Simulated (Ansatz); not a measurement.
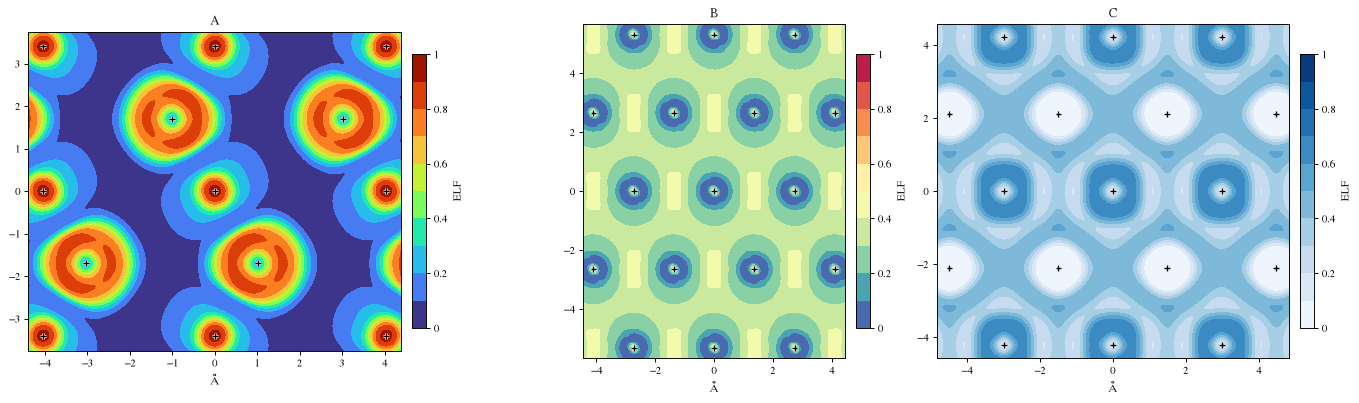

The ELF of 3 systems, each on a plane through atoms (crosses mark nuclei in the plane).

Level of theory: Ansatz 0.2.0, Kohn-Sham DFT of a periodic cell, r2SCAN, Ansatz PAW.

System 1: AlRu, the (101̄) plane of the conventional cell. Space group Pm-3m.

```yaml
crystal:
  lattice:
    - [2.98229, 0.00000, 0.00000]
    - [0.00000, 2.98229, 0.00000]
    - [0.00000, 0.00000, 2.98229]
  atoms:
    - { symbol: Ru, position: [0.50000, 0.50000, 0.50000] }
    - { symbol: Al, position: [0.00000, 0.00000, 0.00000] }
```

System 2: CuO, the (011̄) plane of the conventional cell. Space group Cccm; a structure from a database of computed crystals, not necessarily the ambient phase; computed pressure about −10 GPa in this cell.

```xyz
8
Lattice="4.0343 0.0000 0.0000 0.0000 4.3638 0.0000 0.0000 0.0000 5.2238" Properties=species:S:1:pos:R:3 pbc="T T T"
Cu    1.0086    3.2728    2.6119
Cu    3.0258    1.0909    2.6119
Cu    1.0086    1.0909    0.0000
Cu    3.0258    3.2728    0.0000
O     0.0000    2.1819    3.9178
O     2.0172    0.0000    3.9178
O     0.0000    2.1819    1.3059
O     2.0172    0.0000    1.3059
```

System 3: Ga, the (011̄) plane of the conventional cell. Space group I4/mmm; a structure from a database of computed crystals, not necessarily the ambient phase; computed pressure about 3 GPa in this cell.

```yaml
crystal:
  lattice:
    - [2.73138, 0.00000, 0.00000]
    - [0.00000, 2.73138, 0.00000]
    - [0.00000, 0.00000, 4.55997]
  atoms:
    - { symbol: Ga, position: [0.00000, 0.00000, 0.00000] }
    - { symbol: Ga, position: [0.50000, 0.50000, 0.50000] }
```

**Which map belongs to which system?**

Panel A is system 2, CuO: the plane holds Cu and O. Cu–O (1.98 Å): the ELF peaks at about 0.85 in the valence shell of O, 0.6 Å from its nucleus, and is about 0.20 at the midpoint; no shared electron pair shows on this line. Panel B is system 3, Ga: the plane holds Ga. Ga–Ga (2.73 Å): the ELF is about 0.50 at the midpoint. Panel C is system 1, AlRu: the plane holds Ru and Al. Al–Ru (2.58 Å): the ELF is about 0.35 at the midpoint.
